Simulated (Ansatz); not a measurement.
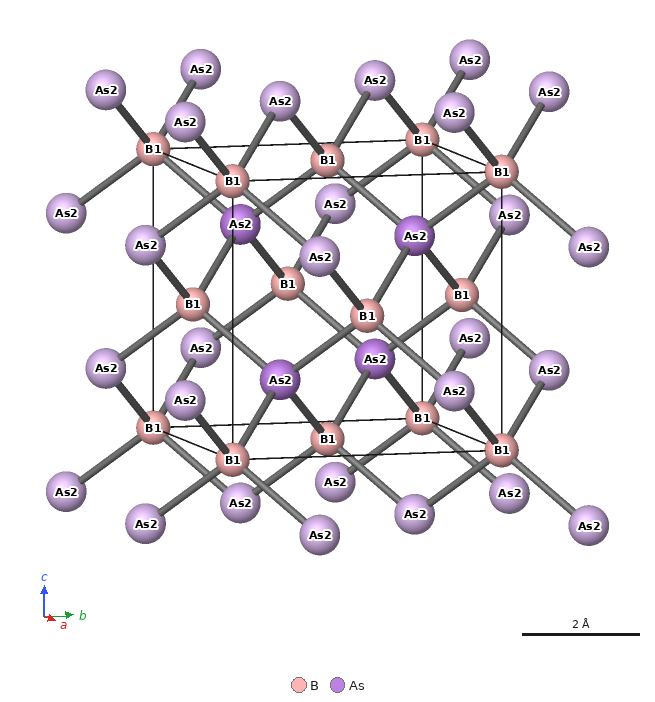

Fig. 1: The input geometry of run 1 (ball-and-stick view of the cell 4 times as large as that of the calculation, set on its symmetry axes, seen slightly off an axis; neighbours outside the cell are drawn fainter; atoms are numbered from 1 in the order of the input).

**Two runs on BAs**

System: BAs (F-43m, 2 atoms in the cell).
Method of run 1: DFT r2SCAN, scalar-relativistic, plane waves, PAW, no spin polarisation (Ansatz 0.2.0).

The structure derives from an entry of the Crystallography Open Database. Text and figures count atoms from 1; the logs count them from 0 in places.

**The input, run 1**
```yaml
crystal:
  lattice:
    - [0.0, 2.4156010871, 2.4156010871]
    - [2.4156010871, 0.0, 2.4156010871]
    - [2.4156010871, 2.4156010871, 0.0]
  atoms:
    - { symbol: B, position: [0.0, 0.0, 0.0] }
    - { symbol: As, position: [0.25, 0.25, 0.25] }
basis:
  ecutwfc: 500
kpoints:
  mp_grid: { grid: [10, 10, 10] }
hamiltonian:
  xc: r2scan
scf:
  occupations: { method: gaussian, width: 0.02 }
output:
  forces: true
  stress: true
  eigenvalues: true
```

Launched with:
```bash
ansatz run input.yaml --threads 1 --pin off --max-ram 2560MiB --backend cpu --events-out ev --progress --plain --runs-dir out
```

Hardware: 1 thread of Arm Neoverse V1, 24 GiB of memory available, shared host.

**Output, shortened to warnings, some set-up lines, iterations and results (run 1)**
```
Basis set: ecut = 500 eV, 725 PW (Γ), exchange–correlation on 100×100×100 points (64 copies of the dense FFT grid, shifted against one another)
Symmetry: 24 space group operations
k-points: 47 of 1000 (time reversal used)
Initial density: superposition of atomic densities (neutral atoms: chi_scale 0, normalization atom), corrected by the library's trained network
[...]
SCF iter   1: F=—  HF=-5021.309006 eV  |F-HF|=—  |Δ(HF+E_count)|=         —  Δρ=5.81e-3  dr2=1.09e-2  dr2_τ=8.61e-2  ethr=1.77e-3  ⟨swp⟩=6.1  Hψ=3459  notcnv=0
SCF iter   2: F=—  HF=-5021.331307 eV  |F-HF|=—  |Δ(HF+E_count)|=   2.23e-2  Δρ=2.40e-3  dr2=8.94e-4  dr2_τ=1.15e-4  ethr=6.04e-5  ⟨swp⟩=2.9  Hψ=1678  notcnv=0
SCF iter   3: F=—  HF=-5021.331347 eV  |F-HF|=—  |Δ(HF+E_count)|=   4.04e-5  Δρ=1.30e-3  dr2=2.12e-4  dr2_τ=3.03e-6  ethr=4.97e-6  ⟨swp⟩=3.0  Hψ=1211  notcnv=0
SCF iter   4: F=—  HF=-5021.331406 eV  |F-HF|=—  |Δ(HF+E_count)|=   5.88e-5  Δρ=1.02e-4  dr2=1.71e-6  dr2_τ=1.04e-7  ethr=1.18e-6  ⟨swp⟩=1.0  Hψ=611  notcnv=0
SCF iter   5: F=—  HF=-5021.331406 eV  |F-HF|=—  |Δ(HF+E_count)|=   4.53e-7  Δρ=1.76e-5  dr2=4.77e-8  dr2_τ=3.67e-9  ethr=9.50e-9  ⟨swp⟩=2.0  Hψ=767  notcnv=0
SCF iter   6: F=-5021.331406 eV  HF=-5021.331406 eV  |F-HF|=2.28e-9  |Δ(HF+E_count)|=   1.01e-8  Δρ=7.91e-6  dr2=1.05e-8  dr2_τ=2.70e-10  ethr=2.65e-10  ⟨swp⟩=2.4  Hψ=2261  …
SCF 1 converged in 6 iterations: F = -5021.331406 eV  dr2 = 1.05e-8
SCF converged after 6 iterations
Free energy (F): -5021.331406 eV
Harris-Foulkes:  -5021.331406 eV  (|F-HF|=2.28e-9)
Internal energy: -5021.331406 eV  (E = F + TS)
E sigma→0 (E₀):  -5021.331406 eV
Fermi energy:    11.202751 eV
--- Per-component energies (eV) ---
  E_band       = -230.678854
  E_kinetic    = 150.103800
  E_local      = -1723.886541  (includes V_loc(G=0)·N_el)
  E_nonlocal   = -657.682807
  E_hartree    = 952.267865
  E_xc         = -105.117430
  E_vxc        = -124.862943  (∫ρ·V_xc dr)
  E_paw        = -1929.127238  (= ΣΔE_a)
  E_vpaw       = 214.885865  (= ΣTr[D̂ρ^β])
  E_aug_tail   = -0.000007  (compensation charges beyond the density's cutoff)
  E_vtau       = 6.226657  (kinetic-family band-sum trace: ∫τ·v_τ [+ j·A + Jᵃ·Aᵃ] dr)
  E_ewald      = -1706.413200
  E_core_change = -1.475850  (= ΣΔE_core)
  E_smearing   = -0.000000  (= −TS)
  E_closure    = 0.000000  (closes the sum)
  Σ components = -5021.331406   (vs F -5021.331406, Δ=0.00e0)
--- Forces (eV/Å), atoms counted from 1 ---
  atom   1  B      0.00000000    -0.00000000    -0.00000000
  atom   2  As     0.00000000    -0.00000000     0.00000000
  max |Σ_I F_I| component: 5.99e-16 eV/Å
--- Stress (GPa, compression-positive) ---
       -3.920423      -0.000000      -0.000000
        0.000000      -3.920423       0.000000
        0.000000       0.000000      -3.920423
  P = ⅓ Tr σ = -3.9204 GPa (-39.204 kbar)
```

For run 2 the input was changed thus:
```diff
-    - [0.0, 2.4156010871, 2.4156010871]
-    - [2.4156010871, 0.0, 2.4156010871]
-    - [2.4156010871, 2.4156010871, 0.0]
+    - [0.0, 2.4388294456, 2.4388294456]
+    - [2.4388294456, 0.0, 2.4388294456]
+    - [2.4388294456, 2.4388294456, 0.0]
```

What does this change do to the results?

With the same functional and potentials, run 2 lies 14.5 meV per atom higher. The pressure goes from −3.92 to −7.29 GPa. The volume per atom goes from 14.10 to 14.51 Å³. The cell is scaled evenly with the atoms at fixed fractional positions, so −ΔP/Δ ln V estimates the bulk modulus midway between the two volumes: about 120 GPa. The number of SCF iterations is the same.

**Output, shortened to warnings, some set-up lines, iterations and results (run 2)**
```
Basis set: ecut = 500 eV, 725 PW (Γ), exchange–correlation on 108×108×108 points (64 copies of the dense FFT grid, shifted against one another)
Symmetry: 24 space group operations
k-points: 47 of 1000 (time reversal used)
Initial density: superposition of atomic densities (neutral atoms: chi_scale 0, normalization atom), corrected by the library's trained network
[...]
SCF iter   1: F=—  HF=-5021.281851 eV  |F-HF|=—  |Δ(HF+E_count)|=         —  Δρ=5.76e-3  dr2=1.12e-2  dr2_τ=7.89e-2  ethr=1.77e-3  ⟨swp⟩=6.0  Hψ=3449  notcnv=0
SCF iter   2: F=—  HF=-5021.302416 eV  |F-HF|=—  |Δ(HF+E_count)|=   2.06e-2  Δρ=2.35e-3  dr2=9.28e-4  dr2_τ=1.18e-4  ethr=6.22e-5  ⟨swp⟩=2.8  Hψ=1662  notcnv=0
SCF iter   3: F=—  HF=-5021.302419 eV  |F-HF|=—  |Δ(HF+E_count)|=   2.59e-6  Δρ=1.27e-3  dr2=2.09e-4  dr2_τ=2.97e-6  ethr=5.15e-6  ⟨swp⟩=3.0  Hψ=1217  notcnv=0
SCF iter   4: F=—  HF=-5021.302475 eV  |F-HF|=—  |Δ(HF+E_count)|=   5.67e-5  Δρ=9.62e-5  dr2=1.79e-6  dr2_τ=1.05e-7  ethr=1.16e-6  ⟨swp⟩=1.0  Hψ=611  notcnv=0
SCF iter   5: F=—  HF=-5021.302476 eV  |F-HF|=—  |Δ(HF+E_count)|=   2.50e-7  Δρ=1.70e-5  dr2=5.70e-8  dr2_τ=5.71e-9  ethr=9.95e-9  ⟨swp⟩=2.0  Hψ=773  notcnv=0
SCF iter   6: F=-5021.302476 eV  HF=-5021.302476 eV  |F-HF|=5.00e-9  |Δ(HF+E_count)|=   2.68e-8  Δρ=7.99e-6  dr2=9.16e-9  dr2_τ=2.37e-10  ethr=3.17e-10  ⟨swp⟩=2.6  Hψ=2395  …
SCF 1 converged in 6 iterations: F = -5021.302476 eV  dr2 = 9.16e-9
SCF converged after 6 iterations
Free energy (F): -5021.302476 eV
Harris-Foulkes:  -5021.302476 eV  (|F-HF|=5.00e-9)
Internal energy: -5021.302476 eV  (E = F + TS)
E sigma→0 (E₀):  -5021.302476 eV
Fermi energy:    10.773224 eV
--- Per-component energies (eV) ---
  E_band       = -237.320565
  E_kinetic    = 148.874843
  E_local      = -1748.771588  (includes V_loc(G=0)·N_el)
  E_nonlocal   = -657.730688
  E_hartree    = 961.710636
  E_xc         = -104.655438
  E_vxc        = -124.213077  (∫ρ·V_xc dr)
  E_paw        = -1929.093726  (= ΣΔE_a)
  E_vpaw       = 214.889633  (= ΣTr[D̂ρ^β])
  E_aug_tail   = -0.000008  (compensation charges beyond the density's cutoff)
  E_vtau       = 6.208067  (kinetic-family band-sum trace: ∫τ·v_τ [+ j·A + Jᵃ·Aᵃ] dr)
  E_ewald      = -1690.160658
  E_core_change = -1.475850  (= ΣΔE_core)
  E_smearing   = -0.000000  (= −TS)
  E_closure    = -0.000000  (closes the sum)
  Σ components = -5021.302476   (vs F -5021.302476, Δ=0.00e0)
--- Forces (eV/Å), atoms counted from 1 ---
  atom   1  B      0.00000000    -0.00000000     0.00000000
  atom   2  As    -0.00000000    -0.00000000     0.00000000
  max |Σ_I F_I| component: 4.81e-16 eV/Å
--- Stress (GPa, compression-positive) ---
       -7.286228       0.000000      -0.000000
       -0.000000      -7.286228       0.000000
       -0.000000       0.000000      -7.286228
  P = ⅓ Tr σ = -7.2862 GPa (-72.862 kbar)
```

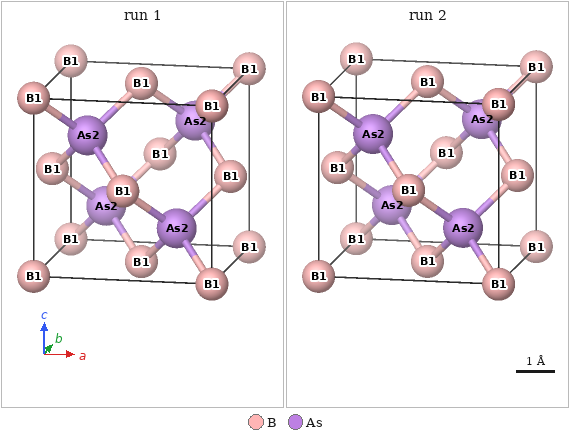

Fig. 2: The two input geometries at one scale (ball-and-stick view of the cell 4 times as large as that of the calculation, set on its symmetry axes, seen slightly off an axis). No atom moves by more than 0.005 Å relative to the cell. The volume changes by +2.9 %, with a = b = c 4.831 → 4.878 Å (+1.0 %). Among the contacts that change: B1–As2 2.092 → 2.112 Å.

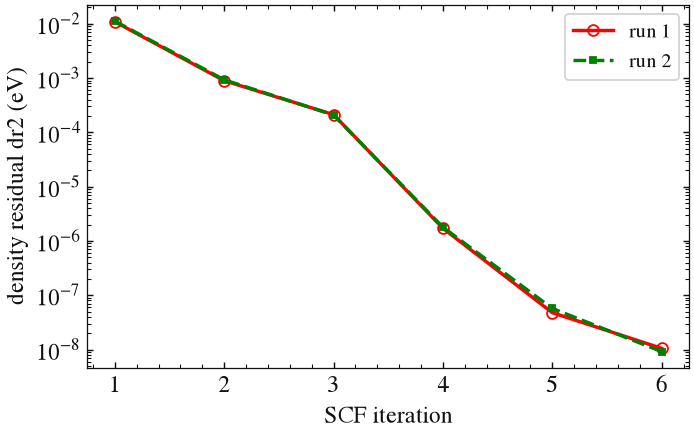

Fig. 3: Convergence of the two runs: density residual dr2 against the SCF iteration. Run 1 takes 6 iterations in all, and run 2 takes 6.

**The two runs side by side**

```tsv
quantity	run 1	run 2
outcome	converged	converged
free energy per atom (eV)	−2510.6657	−2510.6512
gap on the mesh (eV)	1.40	1.43
pressure (GPa)	−3.92	−7.29
volume per atom (Å³)	14.10	14.51
largest force (eV/Å)	0.000	0.000
SCF iterations	6	6
irreducible k-points	47	47
plane waves at Γ	725	725
wall time (shared host)	4.5 s	4.6 s
```

For run 2: The cell is under a tension of 7.3 GPa at this level, so it is not at its equilibrium volume.
